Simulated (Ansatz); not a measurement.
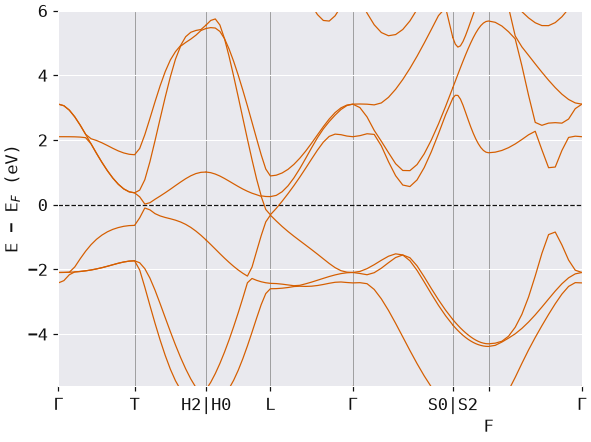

Band structure. Energies are counted from the Fermi level.

**What lattice type does the k path imply?**

A rhombohedral lattice: the path Γ–T–H2|H0–L–Γ–S0|S2–F–Γ runs through the special points of its Brillouin zone.

The material is As, space group R-3m (No. 166), 2 atoms in the cell.

Level of theory: DFT PBE+D3(BJ), scalar-relativistic, plane waves, PAW, no spin polarisation, 15×15×15 k mesh, 420 eV cutoff; code Ansatz.

**Does this material conduct, going by its bands?**

A metal: 1 band crosses the Fermi level along this path.

**Which levels at Γ lie nearest to the Fermi level?**

At Γ the nearest levels lie 2.10 eV below and 2.10 eV above the Fermi level.
